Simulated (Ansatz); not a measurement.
**Field-gradient calculation of TiO2**

- system: TiO2 (Pbca, 24 atoms in the cell)
- method: DFT PBEsol, scalar-relativistic, plane waves, PAW, no spin polarisation (Ansatz 0.2.0)

The structure derives from an entry of the Crystallography Open Database.

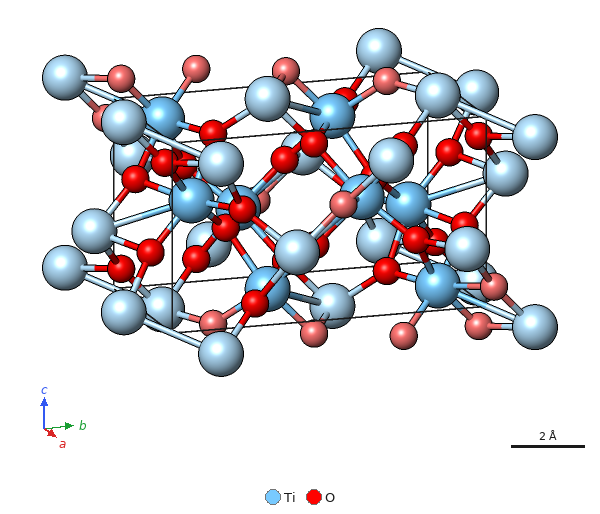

**Figure 1.** The structure as given in the input (ball-and-stick view of the cell of the calculation, seen slightly off an axis; neighbours outside the cell are drawn fainter).

Key numbers:

- outcome: converged
- space group (tolerance 0.01 Å): Pbca (61)
- electrons treated: 192
- free energy: −28798.7588 eV
- Fermi energy: 8.281 eV
- gap on the k-point mesh: 2.34 eV
- pressure: 0.00 GPa
- field gradient V_zz (10²¹ V/m²): Ti −1.86, Ti −1.86, Ti −1.86, Ti −1.86, Ti −1.86, Ti −1.86, Ti −1.86, Ti −1.86 (the first 8 of 24 sites)
- largest force (length of the vector): under 0.001 eV/Å
- hardware: 8 threads of Intel Xeon @ 2.70GHz, 189 GiB of memory available, shared host
- wall time: 11 s (CPU time 78 s)
- peak memory: 2.2 GiB

Input file:
```yaml
crystal:
  lattice:
    - [5.1189216353, 0.0, 0.0]
    - [0.0, 9.1677583747, 0.0]
    - [0.0, 0.0, 5.4393946399]
  atoms:
    - { symbol: Ti, position: [0.1380082461, 0.1289112931, 0.9047107083] }
    - { symbol: Ti, position: [0.6380082461, 0.3710887069, 0.0952892917] }
    - { symbol: Ti, position: [0.8619917539, 0.6289112931, 0.5952892917] }
    - { symbol: Ti, position: [0.3619917539, 0.8710887069, 0.4047107083] }
    - { symbol: Ti, position: [0.8619917539, 0.8710887069, 0.0952892917] }
    - { symbol: Ti, position: [0.3619917539, 0.6289112931, 0.9047107083] }
    - { symbol: Ti, position: [0.1380082461, 0.3710887069, 0.4047107083] }
    - { symbol: Ti, position: [0.6380082461, 0.1289112931, 0.5952892917] }
    - { symbol: O, position: [0.4646333488, 0.2300334733, 0.8907622935] }
    - { symbol: O, position: [0.9646333488, 0.2699665267, 0.1092377065] }
    - { symbol: O, position: [0.5353666512, 0.7300334733, 0.6092377065] }
    - { symbol: O, position: [0.0353666512, 0.7699665267, 0.3907622935] }
    - { symbol: O, position: [0.5353666512, 0.7699665267, 0.1092377065] }
    - { symbol: O, position: [0.0353666512, 0.7300334733, 0.8907622935] }
    - { symbol: O, position: [0.4646333488, 0.2699665267, 0.3907622935] }
    - { symbol: O, position: [0.9646333488, 0.2300334733, 0.6092377065] }
    - { symbol: O, position: [0.8157035529, 0.0103247883, 0.8515979768] }
    - { symbol: O, position: [0.3157035529, 0.4896752117, 0.1484020232] }
    - { symbol: O, position: [0.1842964471, 0.5103247883, 0.6484020232] }
    - { symbol: O, position: [0.6842964471, 0.9896752117, 0.3515979768] }
    - { symbol: O, position: [0.1842964471, 0.9896752117, 0.1484020232] }
    - { symbol: O, position: [0.6842964471, 0.5103247883, 0.8515979768] }
    - { symbol: O, position: [0.8157035529, 0.4896752117, 0.3515979768] }
    - { symbol: O, position: [0.3157035529, 0.0103247883, 0.6484020232] }
basis:
  ecutwfc: 420
kpoints:
  mp_grid: { grid: [6, 4, 6] }
hamiltonian:
  xc: pbesol
scf:
  occupations: { method: fixed }
output:
  forces: true
  stress: true
  eigenvalues: true
  efg: {}
checkpoint:
  read: start.run
  write: ck
  compress: false
  write_wavefunctions: false
  write_every: 100000
```

Command:
```bash
ansatz run input.yaml --threads 8 --pin off --max-ram 22528MiB --backend cpu --events-out ev --progress --plain --runs-dir out
```

Output:
```
Engine: ansatz 0.2.0, x86_64-unknown-linux-gnu
Pseudopotentials: kind: paw
Pseudopotential: Ti, paw, valence charge 12, recommended cutoff 420 eV (normal), Ti.paw.azcp
Pseudopotential: O, paw, valence charge 6, recommended cutoff 420 eV (normal), O.paw.azcp
Functional definition: PBEsol
  exchange = pbesol_x
  correlation = pbesol_c
Crystal: 24 atoms, lattice volume = 255.266 Å³
Basis set: ecut = 420 eV, 5017 PW (Γ), exchange–correlation on 72×128×80 points (8 copies of the dense FFT grid, shifted against one another)
Bands: 120, of which v1, the nominal top of the filled ones, is band 96 counted from 1 (95 counted from 0)
Symmetry: 8 space group operations
Space group: Pbca (ITA 61), of the structure as read, at distance tolerance 6.3e-5 Å
k-points: 48 of 144
Non-local potential: Ti, projectors of the file, l = 0: 3, l = 1: 2, l = 2: 3, l = 3: 1
Non-local potential: O, projectors of the file, l = 0: 2, l = 1: 2, l = 2: 1
PAW form: soft (Blöchl's): semilocal exchange-correlation on the pseudo side does not see the compensation charge
PAW frozen core: Ti, regenerated for the run's functional, and the local potential with it (the file was generated under x = pbe(κ = 0.804, μ = 0.2195149727645171), c = pbe(β = 0.06672455060314922))
PAW frozen core: O, regenerated for the run's functional, and the local potential with it (the file was generated under x = pbe(κ = 0.804, μ = 0.2195149727645171), c = pbe(β = 0.06672455060314922))
PAW one-centre angular grid: Ti, 590 points (default); XC on 64 Gauss nodes
PAW one-centre angular grid: O, 110 points (default); XC on 64 Gauss nodes
Initial density: read from a saved state, or passed on in memory by an earlier SCF of this step, an earlier step, the calling program or the single point that the run made first
Initial wavefunctions: pseudopotential atomic-orbital guess
Functional: x = pbesol(κ = 0.804, μ = 0.12345679012345678), c = pbesol(β = 0.046)
iter 1 solved again at ethr=1.19e-8 eV; its pass at ethr=3.10e-3 eV (dr2=2.28e-5 eV) is discarded
SCF iter   1: F=—  HF=-28798.758752 eV  |F-HF|=—  |Δ(HF+E_count)|=         —  Δρ=2.13e-7  dr2=9.94e-11  ethr=1.19e-8  ⟨swp⟩=3.9  Hψ=35210  notcnv=0  defer=1034
eigensolver tolerance schedule: the retry pair's looser diagonalisation over-reported the residual by 229143.43 of it (diagonalisation noise at 7.09 of the residual, at the tolerance the schedule requests for it); recorded, not acted on — ethr = c·dr2/N_el stays at c = 1.0e-1
preconditioner: auto → Resta (q_TF=auto, 2.602 Å⁻¹)  ε∞=8.4  [insulator: Δε(μ)=2.343 eV  Ē_g=9.655 eV  n_scr=66 (ndim 8)  ℏωp=26.3 eV  f_vac=0.038  ε∞_Penn≈8.4]
SCF iter   2: F=-28798.758752 eV  HF=-28798.758752 eV  |F-HF|=1.02e-10  |Δ(HF+E_count)|=   1.86e-8  Δρ=2.10e-7  dr2=1.11e-10  ethr=1.00e-12  ⟨swp⟩=11.0  Hψ=25112  notcnv=0
SCF 1 converged in 2 iterations: F = -28798.758752 eV  dr2 = 1.11e-10
  greatest PAW one-centre occupation: 0.999 electrons in one spin orbital (limit 2), on the Ti atom at site 5 (counted from 0), in its partial waves of l = 0
SCF converged after 2 iterations
Free energy (F): -28798.758752 eV
Harris-Foulkes:  -28798.758752 eV  (|F-HF|=1.02e-10)
Internal energy: -28798.758752 eV  (E = F + TS)
E sigma→0 (E₀):  -28798.758752 eV
Fermi energy:    8.280564 eV
--- Per-component energies (eV) ---
  E_band       = -1643.803000
  E_kinetic    = 4979.335825
  E_local      = -12935.312170  (includes V_loc(G=0)·N_el)
  E_nonlocal   = 802.107114
  E_hartree    = 4945.493490
  E_xc         = -1948.146614
  E_vxc        = -2479.833665  (∫ρ·V_xc dr)
  E_paw        = -10596.144633  (= ΣΔE_a)
  E_vpaw       = -1901.127584  (= ΣTr[D̂ρ^β])
  E_aug_tail   = 0.040252  (compensation charges beyond the density's cutoff)
  E_ewald      = -14047.811697
  E_core_change = 1.679681  (= ΣΔE_core)
  E_smearing   = -0.000000  (= −TS)
  E_closure    = -0.000000  (closes the sum)
  Σ components = -28798.758752   (vs F -28798.758752, Δ=0.00e0)
--- Forces (eV/Å), atoms counted from 1 ---
  atom   1  Ti     0.00039394     0.00018349    -0.00000511
  atom   2  Ti     0.00039394    -0.00018349     0.00000511
  atom   3  Ti    -0.00039394     0.00018349     0.00000511
  atom   4  Ti    -0.00039394    -0.00018349    -0.00000511
  atom   5  Ti    -0.00039394    -0.00018349     0.00000511
  atom   6  Ti    -0.00039394     0.00018349    -0.00000511
  atom   7  Ti     0.00039394    -0.00018349    -0.00000511
  atom   8  Ti     0.00039394     0.00018349     0.00000511
  atom   9  O     -0.00030249    -0.00025195     0.00009019
  atom  10  O     -0.00030249     0.00025195    -0.00009019
  atom  11  O      0.00030249    -0.00025195    -0.00009019
  atom  12  O      0.00030249     0.00025195     0.00009019
  atom  13  O      0.00030249     0.00025195    -0.00009019
  atom  14  O      0.00030249    -0.00025195     0.00009019
  atom  15  O     -0.00030249     0.00025195     0.00009019
  atom  16  O     -0.00030249    -0.00025195    -0.00009019
  atom  17  O     -0.00013092    -0.00008166    -0.00002004
  atom  18  O     -0.00013092     0.00008166     0.00002004
  atom  19  O      0.00013092    -0.00008166     0.00002004
  atom  20  O      0.00013092     0.00008166    -0.00002004
  atom  21  O      0.00013092     0.00008166     0.00002004
  atom  22  O      0.00013092    -0.00008166    -0.00002004
  atom  23  O     -0.00013092     0.00008166    -0.00002004
  atom  24  O     -0.00013092    -0.00008166     0.00002004
  max |Σ_I F_I| component: 1.08e-18 eV/Å
--- Stress (GPa, compression-positive) ---
       -0.007650       0.000000       0.000000
        0.000000       0.003606      -0.000000
        0.000000      -0.000000       0.000632
  P = ⅓ Tr σ = -0.0011 GPa (-0.011 kbar)
--- PAW observables at the nuclei: V_zz in 10²¹ V/m², potentials from the cell's mean, atoms counted from 1 ---
  atom   1  Ti V_zz =    -1.858558   η = 0.9970   by run symmetry: allowed
            electrostatic potential = -2526.640625 V   contact ρ = none
  atom   2  Ti V_zz =    -1.858558   η = 0.9970   by run symmetry: allowed
            electrostatic potential = -2526.640625 V   contact ρ = none
  atom   3  Ti V_zz =    -1.858558   η = 0.9970   by run symmetry: allowed
            electrostatic potential = -2526.640625 V   contact ρ = none
  atom   4  Ti V_zz =    -1.858558   η = 0.9970   by run symmetry: allowed
            electrostatic potential = -2526.640625 V   contact ρ = none
  atom   5  Ti V_zz =    -1.858558   η = 0.9970   by run symmetry: allowed
            electrostatic potential = -2526.640625 V   contact ρ = none
  atom   6  Ti V_zz =    -1.858558   η = 0.9970   by run symmetry: allowed
            electrostatic potential = -2526.640625 V   contact ρ = none
  atom   7  Ti V_zz =    -1.858558   η = 0.9970   by run symmetry: allowed
            electrostatic potential = -2526.640625 V   contact ρ = none
  atom   8  Ti V_zz =    -1.858558   η = 0.9970   by run symmetry: allowed
            electrostatic potential = -2526.640625 V   contact ρ = none
  atom   9  O  V_zz =    -2.194384   η = 0.9140   by run symmetry: allowed
            electrostatic potential = -623.819027 V   contact ρ = none
  atom  10  O  V_zz =    -2.194384   η = 0.9140   by run symmetry: allowed
            electrostatic potential = -623.819027 V   contact ρ = none
  atom  11  O  V_zz =    -2.194384   η = 0.9140   by run symmetry: allowed
            electrostatic potential = -623.819027 V   contact ρ = none
  atom  12  O  V_zz =    -2.194384   η = 0.9140   by run symmetry: allowed
            electrostatic potential = -623.819027 V   contact ρ = none
  atom  13  O  V_zz =    -2.194384   η = 0.9140   by run symmetry: allowed
            electrostatic potential = -623.819027 V   contact ρ = none
  atom  14  O  V_zz =    -2.194384   η = 0.9140   by run symmetry: allowed
            electrostatic potential = -623.819027 V   contact ρ = none
  atom  15  O  V_zz =    -2.194384   η = 0.9140   by run symmetry: allowed
            electrostatic potential = -623.819027 V   contact ρ = none
  atom  16  O  V_zz =    -2.194384   η = 0.9140   by run symmetry: allowed
            electrostatic potential = -623.819027 V   contact ρ = none
  atom  17  O  V_zz =    +1.830896   η = 0.7627   by run symmetry: allowed
            electrostatic potential = -623.818226 V   contact ρ = none
  atom  18  O  V_zz =    +1.830896   η = 0.7627   by run symmetry: allowed
            electrostatic potential = -623.818226 V   contact ρ = none
  atom  19  O  V_zz =    +1.830896   η = 0.7627   by run symmetry: allowed
            electrostatic potential = -623.818226 V   contact ρ = none
  atom  20  O  V_zz =    +1.830896   η = 0.7627   by run symmetry: allowed
            electrostatic potential = -623.818226 V   contact ρ = none
  atom  21  O  V_zz =    +1.830896   η = 0.7627   by run symmetry: allowed
            electrostatic potential = -623.818226 V   contact ρ = none
  atom  22  O  V_zz =    +1.830896   η = 0.7627   by run symmetry: allowed
            electrostatic potential = -623.818226 V   contact ρ = none
  atom  23  O  V_zz =    +1.830896   η = 0.7627   by run symmetry: allowed
            electrostatic potential = -623.818226 V   contact ρ = none
  atom  24  O  V_zz =    +1.830896   η = 0.7627   by run symmetry: allowed
            electrostatic potential = -623.818226 V   contact ρ = none
--- Band table (eV; the first three rows and the last of 48) ---
  k-point 0: bands = ["-47.8369", "-47.8264", "-47.8116", "-47.8017", "-47.8016", "-47.8012", "-47.7807", "-47.7806", "-24.4396", "-24.4026", "-24.3956", "-24.3940", "-24.3731", "-24.3124", "-24.3058", "-24.2564", "-24.2383", "-24.2139", "-24.2111", "-24.2030", "-24.1915", "-24.1832", "-24.1798", "-24.1403", "-24.1243", "-24.1190", "-24.1142", "-24.0894", "-24.0886", "-24.0827", "-24.0788", "-24.0720", "-9.4855", "-8.7465", "-8.7338", "-8.3970", "-8.1590", "-8.0961", "-8.0884", "-8.0630", "-7.9735", "-7.9698", "-7.8855", "-7.8831", "-7.8778", "-7.7921", "-7.6699", "-7.5907", "3.3253", "3.3299", "3.6972", "3.7152", "3.8239", "3.8369", "3.9157", "3.9845", "4.0160", "4.2595", "4.2717", "4.2892", "4.3829", "4.4199", "4.4220", "4.7071", "4.8092", "4.8298", "4.9381", "4.9634", "5.1595", "5.1897", "5.5936", "5.6050", "5.7115", "5.9070", "5.9073", "6.0923", "6.1470", "6.1775", "6.2553", "6.5038", "6.6247", "6.7824", "6.8430", "7.0261", "7.0626", "7.2700", "7.4854", "7.4953", "7.5409", "7.5675", "7.6450", "7.7099", "7.7941", "8.0338", "8.0963", "8.2806", "10.6238", "11.0253", "11.1892", "11.1919", "11.2323", "11.2710", "11.3578", "11.4349", "11.5030", "11.6250", "11.6441", "11.7163", "11.9852", "12.0015", "12.0193", "12.0193", "12.0867", "12.2447", "12.3180", "12.3516", "12.4156", "12.4467", "13.0260", "13.0412"]
  k-point 1: bands = ["-47.8354", "-47.8259", "-47.8140", "-47.8092", "-47.7988", "-47.7947", "-47.7816", "-47.7811", "-24.4380", "-24.4095", "-24.3972", "-24.3858", "-24.3749", "-24.3050", "-24.2964", "-24.2748", "-24.2260", "-24.2232", "-24.2170", "-24.1980", "-24.1946", "-24.1868", "-24.1809", "-24.1325", "-24.1314", "-24.1179", "-24.1142", "-24.0957", "-24.0835", "-24.0791", "-24.0742", "-24.0737", "-9.4135", "-8.7622", "-8.7528", "-8.3549", "-8.2625", "-8.1755", "-8.1183", "-8.0329", "-7.9606", "-7.9303", "-7.8909", "-7.8694", "-7.8403", "-7.7533", "-7.6967", "-7.6117", "3.3862", "3.4097", "3.5817", "3.7667", "3.7726", "3.8251", "3.8272", "4.0548", "4.0950", "4.2051", "4.2895", "4.3435", "4.4111", "4.5048", "4.5845", "4.6493", "4.7674", "4.9533", "4.9887", "4.9924", "5.2831", "5.3058", "5.3444", "5.6172", "5.6384", "5.7377", "5.9209", "6.0167", "6.1752", "6.3405", "6.4367", "6.4507", "6.4796", "6.9411", "6.9860", "7.0600", "7.1331", "7.1884", "7.2016", "7.3265", "7.4132", "7.4335", "7.4883", "7.7272", "7.7735", "7.9615", "7.9867", "8.1834", "10.8437", "11.0186", "11.2058", "11.2267", "11.2329", "11.3033", "11.3802", "11.4206", "11.4826", "11.6248", "11.6433", "11.8140", "11.8325", "11.8505", "12.1010", "12.1333", "12.1616", "12.2352", "12.3663", "12.3780", "12.4222", "12.5409", "12.8293", "13.0110"]
  k-point 2: bands = ["-47.8313", "-47.8242", "-47.8180", "-47.8173", "-47.7936", "-47.7892", "-47.7844", "-47.7826", "-24.4328", "-24.4103", "-24.4065", "-24.4010", "-24.3407", "-24.3017", "-24.2937", "-24.2749", "-24.2479", "-24.2247", "-24.2150", "-24.2148", "-24.1925", "-24.1786", "-24.1770", "-24.1521", "-24.1219", "-24.1172", "-24.1084", "-24.1038", "-24.0774", "-24.0760", "-24.0725", "-24.0698", "-9.2097", "-8.7913", "-8.7873", "-8.5704", "-8.2414", "-8.2067", "-8.1720", "-7.9795", "-7.9507", "-7.9138", "-7.8805", "-7.8237", "-7.7719", "-7.7692", "-7.7174", "-7.6692", "3.5145", "3.5661", "3.6161", "3.6295", "3.6671", "3.6883", "3.9069", "4.1376", "4.2816", "4.2912", "4.2958", "4.3412", "4.3857", "4.5074", "4.6395", "4.7926", "4.9598", "4.9626", "5.0783", "5.1009", "5.1337", "5.5186", "5.5417", "5.5680", "5.5746", "5.7094", "5.9035", "6.0191", "6.1323", "6.2812", "6.3468", "6.6359", "6.6409", "6.6642", "6.7396", "6.8761", "6.9034", "7.2148", "7.2199", "7.2890", "7.3173", "7.3375", "7.4082", "7.6514", "7.6521", "7.6810", "7.8271", "7.9360", "11.0219", "11.1855", "11.2424", "11.2521", "11.2718", "11.3524", "11.3625", "11.4533", "11.5268", "11.6087", "11.6505", "11.6553", "11.7506", "11.9659", "12.0422", "12.1177", "12.3058", "12.3474", "12.4632", "12.4898", "12.5037", "12.5223", "12.7048", "12.9022"]
  k-point 47: bands = ["-47.8166", "-47.8166", "-47.8166", "-47.8166", "-47.7936", "-47.7936", "-47.7936", "-47.7936", "-24.4082", "-24.4082", "-24.4082", "-24.4082", "-24.3383", "-24.3383", "-24.3383", "-24.3383", "-24.2123", "-24.2123", "-24.2123", "-24.2123", "-24.1389", "-24.1389", "-24.1389", "-24.1389", "-24.1195", "-24.1195", "-24.1195", "-24.1195", "-24.0871", "-24.0871", "-24.0871", "-24.0871", "-8.6131", "-8.6131", "-8.6131", "-8.6131", "-8.2383", "-8.2383", "-8.2383", "-8.2383", "-7.9606", "-7.9606", "-7.9606", "-7.9606", "-7.8252", "-7.8252", "-7.8252", "-7.8252", "3.6987", "3.6987", "3.6987", "3.6987", "3.7559", "3.7559", "3.7559", "3.7559", "4.4244", "4.4244", "4.4244", "4.4244", "4.5267", "4.5267", "4.5267", "4.5267", "5.1963", "5.1963", "5.1963", "5.1963", "5.4533", "5.4533", "5.4533", "5.4533", "5.8620", "5.8620", "5.8620", "5.8620", "6.3201", "6.3201", "6.3201", "6.3201", "6.6798", "6.6798", "6.6798", "6.6798", "6.9124", "6.9124", "6.9124", "6.9124", "7.2219", "7.2219", "7.2219", "7.2219", "7.7507", "7.7507", "7.7507", "7.7507", "11.2899", "11.2899", "11.2899", "11.2899", "11.3484", "11.3484", "11.3484", "11.3484", "11.7098", "11.7098", "11.7098", "11.7098", "12.0262", "12.0262", "12.0262", "12.0262", "12.4536", "12.4536", "12.4536", "12.4536", "12.5411", "12.5411", "12.5411", "12.5411"]
```
